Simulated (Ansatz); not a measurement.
**Fe (slab): density, localisation and related maps**

Input

```
crystal:
  lattice:
    - [2.8315796545, 0.0, 0.0]
    - [0.0, 2.8315796545, 0.0]
    - [0.0, 0.0, 27.7421084454]
  atoms:
    - { symbol: Fe, position: [0.5, 0.5, 0.2703471517], spin: 2.44 }
    - { symbol: Fe, position: [0.0, 0.0, 0.321381118], spin: 2.44 }
    - { symbol: Fe, position: [0.5, 0.5, 0.3724150843], spin: 2.44 }
    - { symbol: Fe, position: [0.0, 0.0, 0.4234490506], spin: 2.44 }
    - { symbol: Fe, position: [0.5, 0.5, 0.4744830169], spin: 2.44 }
    - { symbol: Fe, position: [0.0, 0.0, 0.5255169831], spin: 2.44 }
    - { symbol: Fe, position: [0.5, 0.5, 0.5765509494], spin: 2.44 }
    - { symbol: Fe, position: [0.0, 0.0, 0.6275849157], spin: 2.44 }
    - { symbol: Fe, position: [0.5, 0.5, 0.678618882], spin: 2.44 }
    - { symbol: Fe, position: [0.0, 0.0, 0.7296528483], spin: 2.44 }
basis:
  ecutwfc: 420
kpoints:
  mp_grid: { grid: [12, 12, 1] }
hamiltonian:
  xc: pbe
scf:
  occupations: { method: gaussian, width: 0.1 }
output:
  forces: true
  eigenvalues: true
  populations: true
  write_density: true
  write_potential: true
  elf: true
  volumetric_format: npy
magnetization:
  spin_polarized: true
relax:
  adjacent_minimum: "off"
  f_tol: 0.02
  max_steps: 60
efield:
  axis: 3
  dipole_correction: true
checkpoint:
  read: start.run
  write: ck
  compress: false
  write_wavefunctions: false
  write_every: 100000
```

Run with:

```sh
ansatz run input.yaml --threads 2 --pin off --max-ram 5120MiB --backend cpu --events-out ev --progress --plain --runs-dir out
```

The fields are those of the relaxed geometry.

Spin-polarised.

These are results of Ansatz 0.2.0, DFT PBE, scalar-relativistic, plane waves, PAW, not measurements.

Core electrons are frozen (PAW), and the valence fields are smoothed inside the atomic spheres.

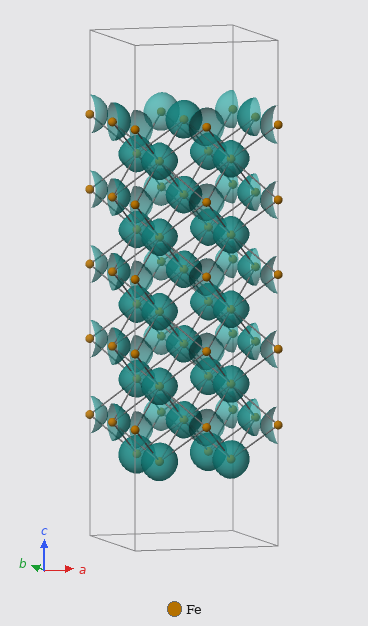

Figure 1. Isosurfaces of the magnetisation density (up minus down) at +0.5 (teal) and −0.5 e/Å³ (pink), seen slightly off an axis. Sticks mark near contacts.

> Describe the spin distribution.

The spin density sits on Fe: +2.9 μB (×2), +2.4 μB (×4) and +2.2 μB (×4) in one cell of 10 atoms: parallel moments (a ferromagnetic arrangement) in this solution. The cell of the calculation (10 atoms) carries 24.1 μB of net spin moment. Only one sign reaches the isovalue.

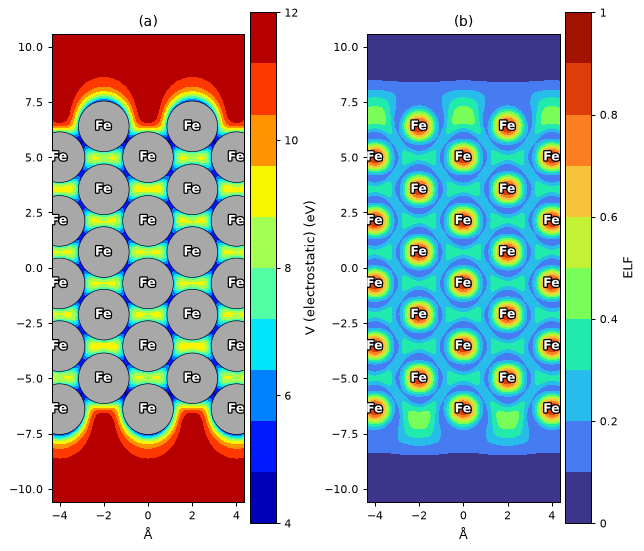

Figure 2. (a) electrostatic potential (local pseudopotential plus Hartree) felt by an electron; (b) ELF on the (110) plane of the calculation cell, a cut from vacuum to vacuum. Grey discs cover the atomic cores in the potential map.

> What do the fields say about this system?

- The section cuts through Fe sites.
- Fe–Fe (2.44 Å): the ELF is about 0.25 at the midpoint: no shared electron pair shows on this line.
- The features right at Fe lie inside the PAW spheres, where the map follows smoothed inner orbitals and isn't to be read closely.
- Outside the cores the potential energy rises away from the atoms and is highest in the vacuum; its zero is arbitrary.

> Does the calculation make it a metal, or give it a gap?

It is gapless in this calculation (a metal or semimetal).
